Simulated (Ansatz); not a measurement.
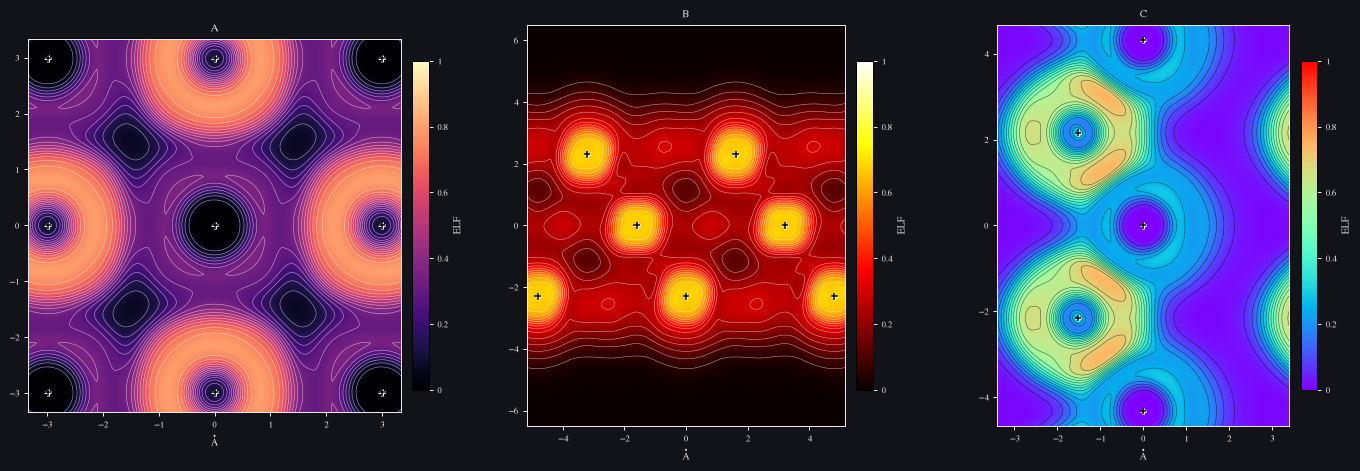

The electron localisation function of 3 systems, each on a plane through atoms (crosses mark nuclei in the plane).

Method: Ansatz, DFT PBE+D3(BJ), scalar-relativistic, plane waves, PAW.

System 1: InAs, the (011) plane of the conventional cell. Space group F-43m.

```yaml
crystal:
  lattice:
    - [6.11213, 0.00000, 0.00000]
    - [0.00000, 0.00000, -6.11213]
    - [0.00000, 6.11213, 0.00000]
  atoms:
    - { symbol: In, position: [0.50000, 0.50000, 0.00000] }
    - { symbol: In, position: [0.00000, 0.50000, 0.50000] }
    - { symbol: In, position: [0.00000, 0.00000, 0.00000] }
    - { symbol: In, position: [0.50000, 0.00000, 0.50000] }
    - { symbol: As, position: [0.75000, 0.75000, 0.25000] }
    - { symbol: As, position: [0.25000, 0.75000, 0.75000] }
    - { symbol: As, position: [0.25000, 0.25000, 0.25000] }
    - { symbol: As, position: [0.75000, 0.25000, 0.75000] }
```

System 2: Pt (slab), the (110) plane of the calculation cell, a cut from vacuum to vacuum. 

System 3: SnSe, the (010) plane of the conventional cell. Space group Fm-3m.

```xyz
8
Lattice="5.9775 0.0000 0.0000 0.0000 5.9775 0.0000 0.0000 0.0000 5.9775" Properties=species:S:1:pos:R:3 pbc="T T T"
Sn    0.0000    0.0000    0.0000
Sn    2.9888    2.9888    0.0000
Sn    2.9888    0.0000    2.9888
Sn    0.0000    2.9888    2.9888
Se    2.9888    0.0000    0.0000
Se    0.0000    2.9888    0.0000
Se    0.0000    0.0000    2.9888
Se    2.9888    2.9888    2.9888
```

### Match each panel to its system.

Panel A is system 3, SnSe: the plane holds Sn and Se. Sn–Se (2.99 Å): the ELF is about 0.40 at the midpoint. Panel B is system 2, Pt: the plane holds Pt. Pt–Pt (2.80 Å): the ELF is about 0.25 at the midpoint: no localised pair shows between them. Panel C is system 1, InAs: the plane holds In and As. In–As (2.65 Å): the ELF peaks at about 0.75 between the atoms.
